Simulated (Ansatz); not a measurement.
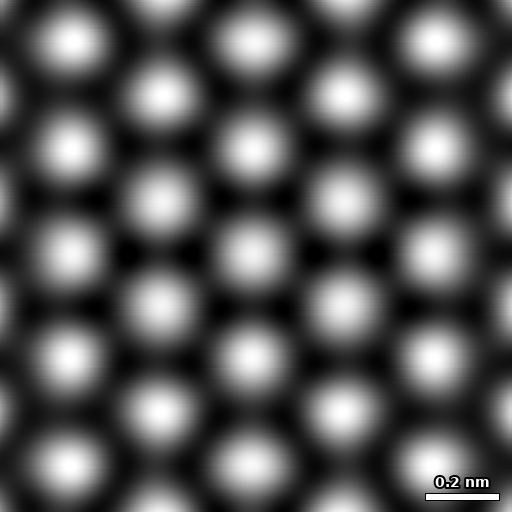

Phase-contrast TEM-like image of Ag (P6_3/mmc, No. 194). Simulated in the weak-phase-object approximation with neutral-atom potentials: 300 kV, Cs = 0.50 mm, defocus −376 Å (negative is underfocus), defocus spread 20 Å, aperture 0.61 1/Å. A slight drift was added. Atomic positions: the geometry given to an electronic-structure calculation, possibly off equilibrium; the starting structure was generated, so it need not be a known form of this composition.

```xyz
2
Lattice="2.9452 0.0000 0.0000 -1.4726 2.5506 0.0000 0.0000 0.0000 4.7693" Properties=species:S:1:pos:R:3 pbc="T T T"
Ag    0.0000    1.7004    1.1923
Ag    1.4726    0.8502    3.5770
```

> Which beam direction gives this image, [101], [100], [102] or [001]? (Directions equivalent by symmetry count as one.)

[001]. The projected cells are 2.51 × 2.84 Å, 116° for [101]; 2.55 × 4.77 Å, 90° for [100]; 1.41 × 2.55 Å, 90° for [102]; 2.95 × 2.95 Å, 120° for [001], and the image repeats as the [001] one does.
